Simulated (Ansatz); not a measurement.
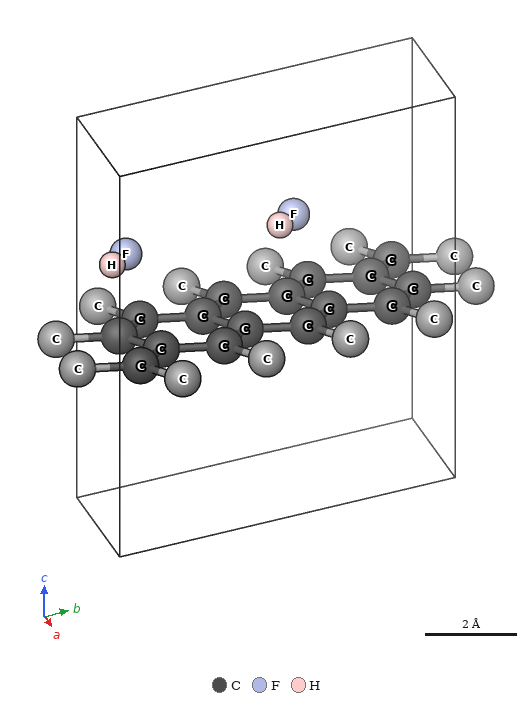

Fig. 1: The structure (ball-and-stick view of the 1 × 2 repeat of the cell, with the vacuum cut short, seen slightly off an axis; neighbours outside the cell are drawn fainter). An atom can appear more than once, as a periodic image.

**C$_{8}$HF: single-point calculation**

System: C$_{8}$HF (slab, 10 atoms in the cell).
Method: DFT PBE+D3(BJ), scalar-relativistic, plane waves, PAW, PAW set soft_1, no spin polarisation (Ansatz 0.2.0).

The structure derives from an entry of the Crystallography Open Database. Figures and captions count atoms from 1; the log counts them from 0 in places.

## The input
```yaml
crystal:
  lattice:
    - [4.9313048826, -1.0e-10, 0.0]
    - [-2.4656524413, 4.2706353022, 0.0]
    - [0.0, 0.0, 18.0000331944]
  atoms:
    - { symbol: C, position: [0.3333333333, 0.1666666667, 0.2222236565] }
    - { symbol: C, position: [0.3333333333, 0.6666666667, 0.2222236565] }
    - { symbol: C, position: [0.8333333333, 0.1666666667, 0.2222236565] }
    - { symbol: C, position: [0.8333333333, 0.6666666667, 0.2222236565] }
    - { symbol: C, position: [0.1666666667, 0.3333333333, 0.2222218124] }
    - { symbol: C, position: [0.1666666667, 0.8333333333, 0.2222218124] }
    - { symbol: C, position: [0.6666666667, 0.3333333333, 0.2222218124] }
    - { symbol: C, position: [0.6666666667, 0.8333333333, 0.2222218124] }
    - { symbol: F, position: [0.2788917846, 0.2211082154, 0.320001254] }
    - { symbol: H, position: [0.3877748821, 0.1122251179, 0.320001254] }
basis:
  ecutwfc: 420
kpoints:
  mp_grid: { grid: [6, 6, 1] }
hamiltonian:
  xc: pbe
  pseudopotentials: { kind: paw, azcp: { folder: soft_1 } }
  dispersion: d3bj
scf:
  occupations: { method: gaussian, width: 0.1 }
output:
  forces: true
  eigenvalues: true
  write_density: true
  write_potential: true
  elf: true
  volumetric_format: npy
efield:
  axis: 3
  dipole_correction: true
  ramp_width: 0.04
```

Run as:
```bash
ansatz run input.yaml --threads 1 --pin off --max-ram 3072MiB --backend cpu --events-out ev --progress --plain --runs-dir out
```

## Output
```
Engine: ansatz 0.2.0, x86_64-unknown-linux-gnu
Pseudopotentials: kind: paw
Pseudopotential: C, paw, valence charge 4, recommended cutoff 420 eV (normal), [file]
Pseudopotential: F, paw, valence charge 7, recommended cutoff 420 eV (normal), [file]
Pseudopotential: H, paw, valence charge 1, recommended cutoff 420 eV (normal), [file]
Functional definition: PBE
  parameter kappa = 0.804
  parameter beta = 0.06672455060314922
  exchange = pbe_x(kappa = kappa, mu = beta*pi^2/3)
  correlation = pbe_c(beta = beta)
Crystal: 10 atoms, lattice volume = 379.077 Å³
Basis set: ecut = 420 eV, 7375 PW (Γ), exchange–correlation on 72×72×250 points (8 copies of the dense FFT grid, shifted against one another)
Bands: 30, of which v1, the nominal top of the filled ones, is band 20 counted from 1 (19 counted from 0)
Symmetry: 2 space group operations
Space group: Cm (ITA 8), of the structure as read, at distance tolerance 7.2e-5 Å
k-points: 13 of 36 (time reversal used)
Non-local potential: C, projectors of the file, l = 0: 2, l = 1: 2, l = 2: 1
Non-local potential: F, projectors of the file, l = 0: 2, l = 1: 2, l = 2: 1
Non-local potential: H, projectors of the file, l = 0: 2, l = 1: 1
PAW form: soft (Blöchl's): semilocal exchange-correlation on the pseudo side does not see the compensation charge
PAW one-centre angular grid: C, 110 points (default); XC on 64 Gauss nodes
PAW one-centre angular grid: F, 110 points (default); XC on 64 Gauss nodes
PAW one-centre angular grid: H, 110 points (default); XC on 64 Gauss nodes
Initial density: superposition of atomic densities (neutral atoms: chi_scale 0, normalization atom)
Initial wavefunctions: pseudopotential atomic-orbital guess
Functional: x = pbe(κ = 0.804, μ = 0.2195149727645171), c = pbe(β = 0.06672455060314922)
SCF iter   1: F=—  HF=-2835.104451 eV  |F-HF|=—  |Δ(HF+E_count)|=         —  Δρ=6.07e-2  dr2=1.28e1  ethr=3.10e-3  p=-0.000 e·Å  D=-7.67e-7 V/Å  ΔV_dip=0.00 eV  dr2_dipole=2.33e-2  V_vac-E_F(+/−)=7.96/7.96 eV  ⟨swp⟩=9.1  Hψ=2323  notcnv=0  defer=21
efield: sawtooth ramp at fractional position 0.7511 (placed from the atoms, in the widest stretch of the axis that holds none; the zero of the levels goes with the place), width 0.0400; the density the first Hamiltonian is built on has a dipole p = -0.000 e·Å; the dipole correction subtracts the counter field D = -7.67e-7 V/Å, which shifts the + side's vacuum level by +0.00 eV against the − side's; the planar-averaged density in the ramp window peaks in size at 4.1e-7 e/Å³
preconditioner: auto → Resta (q_TF=auto, 1.875 Å⁻¹)  ε∞=1.5  [insulator: Δε(μ)=0.520 eV  Ē_g=15.908 eV  σ=0.100 eV  W_gap=1.00  n_scr=52 (ndim 8)  ℏωp=11.8 eV  f_vac=0.724  D(μ)=0.00/eV (n_scr^D=0)  ε∞_Penn≈1.5  vacuum switching on, ρ_ref=1.8e-2 e/Å³]
SCF iter   2: F=—  HF=-2830.303028 eV  |F-HF|=—  |Δ(HF+E_count)|=    4.80e0  Δρ=2.48e-2  dr2=1.71e0  ethr=3.10e-3  p=0.106 e·Å  D=5.07e-2 V/Å  ΔV_dip=-0.91 eV  dr2_dipole=7.94e-5  V_vac-E_F(+/−)=4.77/5.68 eV  ⟨swp⟩=4.2  Hψ=1044  notcnv=0  defer=69
SCF iter   3: F=—  HF=-2829.762828 eV  |F-HF|=—  |Δ(HF+E_count)|=   5.40e-1  Δρ=9.48e-3  dr2=2.13e-1  ethr=3.10e-3  p=0.101 e·Å  D=4.84e-2 V/Å  ΔV_dip=-0.87 eV  dr2_dipole=4.21e-4  V_vac-E_F(+/−)=3.41/4.29 eV  ⟨swp⟩=3.2  Hψ=848  notcnv=0  defer=56
SCF iter   4: F=—  HF=-2829.707804 eV  |F-HF|=—  |Δ(HF+E_count)|=   5.50e-2  Δρ=2.94e-3  dr2=1.26e-2  ethr=5.31e-4  p=0.091 e·Å  D=4.33e-2 V/Å  ΔV_dip=-0.78 eV  dr2_dipole=1.32e-5  V_vac-E_F(+/−)=3.41/4.18 eV  ⟨swp⟩=2.5  Hψ=834  notcnv=0  defer=51
SCF iter   5: F=—  HF=-2829.709451 eV  |F-HF|=—  |Δ(HF+E_count)|=   1.65e-3  Δρ=9.28e-4  dr2=4.43e-3  ethr=3.15e-5  p=0.095 e·Å  D=4.53e-2 V/Å  ΔV_dip=-0.81 eV  dr2_dipole=1.27e-4  V_vac-E_F(+/−)=3.43/4.24 eV  ⟨swp⟩=2.0  Hψ=604  notcnv=0  defer=51
SCF iter   6: F=—  HF=-2829.708607 eV  |F-HF|=—  |Δ(HF+E_count)|=   8.44e-4  Δρ=1.39e-4  dr2=6.73e-5  ethr=1.11e-5  p=0.088 e·Å  D=4.20e-2 V/Å  ΔV_dip=-0.76 eV  dr2_dipole=1.68e-7  V_vac-E_F(+/−)=3.45/4.21 eV  ⟨swp⟩=2.0  Hψ=528  notcnv=0  defer=51
SCF iter   7: F=—  HF=-2829.708619 eV  |F-HF|=—  |Δ(HF+E_count)|=   1.24e-5  Δρ=5.69e-5  dr2=8.02e-6  ethr=1.68e-7  p=0.088 e·Å  D=4.22e-2 V/Å  ΔV_dip=-0.76 eV  dr2_dipole=2.89e-7  V_vac-E_F(+/−)=3.44/4.20 eV  ⟨swp⟩=2.0  Hψ=616  notcnv=0  defer=51
SCF iter   8: F=—  HF=-2829.708627 eV  |F-HF|=—  |Δ(HF+E_count)|=   7.10e-6  Δρ=1.56e-5  dr2=9.70e-7  ethr=2.00e-8  p=0.089 e·Å  D=4.25e-2 V/Å  ΔV_dip=-0.76 eV  dr2_dipole=6.61e-8  V_vac-E_F(+/−)=3.44/4.20 eV  ⟨swp⟩=2.0  Hψ=593  notcnv=0  defer=51
SCF iter   9: F=-2829.708626 eV  HF=-2829.708626 eV  |F-HF|=8.17e-10  |Δ(HF+E_count)|=   9.71e-8  Δρ=4.65e-6  dr2=6.10e-8  ethr=2.50e-10  p=0.089 e·Å  D=4.24e-2 V/Å  ΔV_dip=-0.76 eV  dr2_dipole=5.92e-10  V_vac-E_F(+/−)=3.44/4.20 eV  ⟨swp⟩=25.5  Hψ=4236  notcnv=0
SCF 1 converged in 9 iterations: F = -2829.708626 eV  dr2 = 6.10e-8
  greatest PAW one-centre occupation: 0.940 electrons in one spin orbital (limit 2), on the F atom at site 8 (counted from 0), in its partial waves of l = 0
WARN: The output density's exchange-correlation potential varies sharply where the density is thin. Do not read a vacuum level from v_tot or v_xc, or from such a field of the output density. On a cell that repeats whose density bears no net charge and no dipole along the vacuum's axis use v_es (v_loc + v_h of the components); under efield.dipole_correction with no amplitude use v_es + v_field, which holds any external_charges[].barrier, or the levels of the report's work_function block, which leave it out; under a non-zero efield.amplitude the vacuum is tilted and has no level; on a cell that repeats and bears such a dipole with no correction it is tilted too, and efield.dipole_correction with no amplitude gives each side of its ramp a level where efield: is served; in a cell that repeats whose density bears a net charge (total_charge, or a fill off its count) it is curved and has none; of a slab under crystal.periodic whose density bears no net charge use v_es, which has a level on each side, short of where the two are joined; of another it falls or rises all the way out and has none; of a slab beside external_charges read slab_vacuum_level instead, which it has where they leave it neutral. The grid or the basis barely resolves most such structure, and the values can differ between equally converged runs; as a rule a tighter scf.convergence.dr2_threshold does not remove it. Where the density itself ripples (under the LDA too) a higher basis.ecutwfc lessens it. The files hold the spikes' plane waves up to the density's cutoff. Files: v_tot_of_output_density and the like, and their columns of v_z.tsv (output.write_potential); v_xc_of_output_density and the like, and their columns of v_comp_z.tsv (output.write_potential_components). Measured: with its Gaussian average of σ = 0.25 Å subtracted twice, the exchange-correlation potential is over 0.1 eV at 22 of the grid points where the equally averaged density (valence and model cores) is under 1e-3 e/Å³, and 0.217 eV at the most among them, at an averaged density of 1.3e-7 e/Å³. See output.write_potential in the manual, Limitations
SCF converged after 9 iterations
Free energy (F): -2829.708626 eV
Harris-Foulkes:  -2829.708626 eV  (|F-HF|=8.17e-10)
Internal energy: -2829.708576 eV  (E = F + TS)
E sigma→0 (E₀):  -2829.708601 eV
Entropy (-TS):   -0.000050 eV (-0.005 meV/atom)
Fermi energy:    -1.405464 eV
Dipole field:    D = 0.042344 V/Å  (p = 0.088707 e·Å, saw-weighted, corrected)
Work function:   Φ+ = 3.4375 eV   Φ− = 4.1997 eV
Levels:          The Fermi level and band energies are counted from a zero that moves with the ramp; work functions are not
--- Per-component energies (eV) ---
  E_band       = -461.995009
  E_kinetic    = 926.467837
  E_local      = -16434.242123  (includes V_loc(G=0)·N_el)
  E_nonlocal   = 276.773824
  E_hartree    = 7739.882035
  E_xc         = -462.563197
  E_vxc        = -574.291106  (∫ρ·V_xc dr)
  E_paw        = -1007.192822  (= ΣΔE_a)
  E_vpaw       = -137.361591  (= ΣTr[D̂ρ^β])
  E_aug_tail   = -0.000213  (compensation charges beyond the density's cutoff)
  E_efield     = 0.001878  (sawtooth field / dipole correction)
  E_vefield    = 0.898060  (∫n·V_field dr)
  E_ewald      = 6131.984448
  E_disp       = -0.820245  (pairwise vdW)
  E_smearing   = -0.000050  (= −TS)
  E_closure    = -0.000000  (closes the sum)
  Σ components = -2829.708626   (vs F -2829.708626, Δ=0.00e0)
--- Forces (eV/Å), atoms counted from 1 ---
  atom   1  C      0.75564107    -0.43626957    -3.92634857
  atom   2  C      0.17819047    -0.35078112    -0.20839474
  atom   3  C      0.39288060     0.02107309    -0.20839474
  atom   4  C     -0.07260472     0.04191836    -0.01505197
  atom   5  C     -1.59649922     0.92173925    -2.73108540
  atom   6  C     -0.10491952    -0.31893338    -0.70766194
  atom   7  C      0.22374465     0.25032966    -0.70766194
  atom   8  C      0.08845190    -0.05106773     0.03728589
  atom   9  F     -0.46610728     0.26910717     7.69519041
  atom  10  H      0.60115353    -0.34707615     0.77220269
  max |Σ_I F_I| component: 7.97e-5 eV/Å
--- Band table (eV; the first three rows and the last of 13) ---
  k-point 0: bands = ["-29.1778", "-21.1823", "-16.1999", "-16.0843", "-15.9593", "-15.1287", "-14.9957", "-14.9370", "-12.1347", "-10.2672", "-8.6698", "-8.3071", "-8.0638", "-7.8816", "-7.6301", "-4.7057", "-4.7009", "-4.0945", "-3.8811", "-3.0530", "-0.0253", "0.2028", "0.3600", "0.9185", "2.2466", "2.4063", "3.5501", "4.1374", "5.2870", "5.6466"]
  k-point 1: bands = ["-29.1768", "-21.0243", "-17.3123", "-16.4721", "-16.4362", "-14.4747", "-14.3605", "-13.5170", "-12.1108", "-10.1710", "-8.9580", "-8.6020", "-8.1847", "-8.0025", "-7.5627", "-5.3528", "-5.0476", "-4.6316", "-3.9850", "-3.2914", "0.2905", "0.5651", "1.0542", "1.2792", "2.4683", "2.6281", "3.7398", "4.3458", "5.3394", "5.8277"]
  k-point 2: bands = ["-29.1750", "-20.5510", "-18.6687", "-16.8869", "-16.8483", "-13.4235", "-13.2225", "-12.1761", "-11.3351", "-10.1087", "-9.7690", "-9.6200", "-8.5304", "-7.5921", "-7.2644", "-6.9719", "-5.8896", "-5.6256", "-4.1461", "-3.4994", "0.8221", "1.1073", "1.6694", "3.0864", "3.2440", "3.3015", "3.9834", "4.6758", "5.0421", "5.7182"]
  k-point 12: bands = ["-29.1735", "-19.8166", "-19.7331", "-17.0090", "-16.9517", "-13.0241", "-12.2350", "-11.9324", "-10.8579", "-10.7023", "-9.7353", "-9.0583", "-8.9334", "-8.4994", "-7.3285", "-6.7433", "-6.6361", "-6.3822", "-4.2690", "-3.2529", "1.0732", "1.1205", "2.2126", "3.4326", "4.1354", "4.2222", "4.3216", "4.6031", "4.9766", "5.5991"]
```

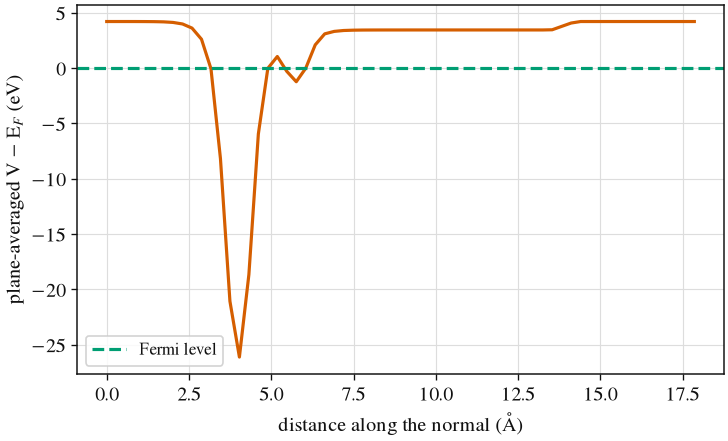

Fig. 2: Plane average of the electrostatic potential energy of an electron across the cell, from the Fermi level. The vacuum level lies 3.44 eV above the Fermi level on the upper side and 4.20 eV on the lower.

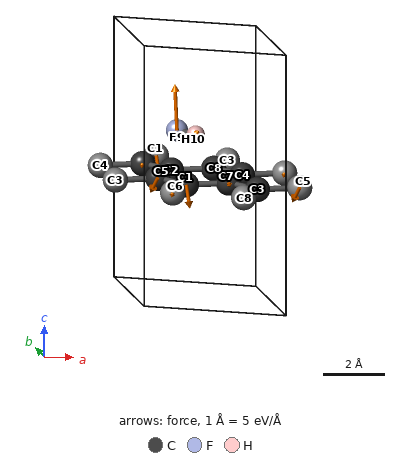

Fig. 3: Forces on the atoms as orange arrows (ball-and-stick view of the cell of the calculation, with the vacuum cut short, seen slightly off an axis; neighbours outside the cell are drawn fainter; atoms are numbered from 1 in the order of the input); the smallest are left out. The largest act on F9 (7.71 eV/Å); C1 (4.02 eV/Å); C5 (3.30 eV/Å). The geometry is not a stationary point of this energy.

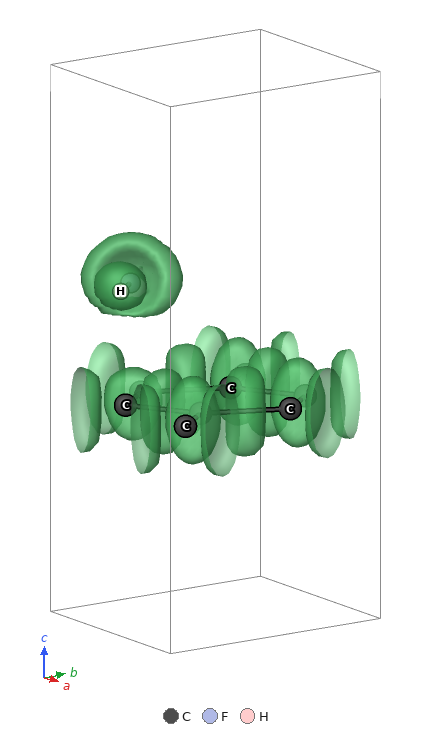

Fig. 4: Isosurface of the electron localisation function at 0.8 (green), seen slightly off an axis. Only the valence region is drawn (cores and ρ < 0.01 e/Å³ removed). Sticks mark near contacts. Values along the shortest contacts: F–H (0.93 Å): the ELF climbs to about 0.95 towards the hydrogen, as it does in any bond to H (a covalent bond by its length). Core electrons are frozen (PAW), so the fields are smoothed inside the atomic spheres.

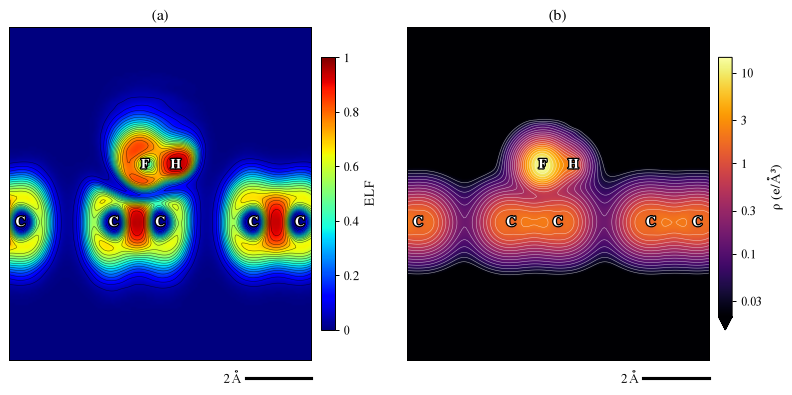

Fig. 5: (a) ELF; (b) valence charge density (pseudo) on the (110) plane of the calculation cell, a cut from vacuum to vacuum. Atoms in the plane: C, F and H. F–H (0.93 Å): the density is about 4.7 e/Å³ at the midpoint; the ELF climbs to about 0.95 towards the hydrogen; a covalent bond by its length. C–C (1.42 Å): ρ is about 2.1 e/Å³ halfway, a local maximum along the line; the ELF peaks at about 0.95 between the atoms (localised, shared-pair bonding). The density dies away to nearly zero in the vacuum.

## Results in brief

```csv
quantity,value
outcome,converged
electrons treated,40
free energy,−2829.7086 eV
"work function, top face",3.44 eV
"work function, bottom face",4.20 eV
Fermi energy,−1.405 eV
gap on the k-point mesh,0.44 eV
work function (upper face),3.44 eV
largest force (length of the vector),7.714 eV/Å
hardware,"1 thread of Intel Xeon (Granite Rapids), 32 GiB of memory available, shared host"
wall time,8.8 s
peak memory,0.54 GiB
```

## Notes

Warnings of the run: the exchange-correlation potential is rough where the density is thin.
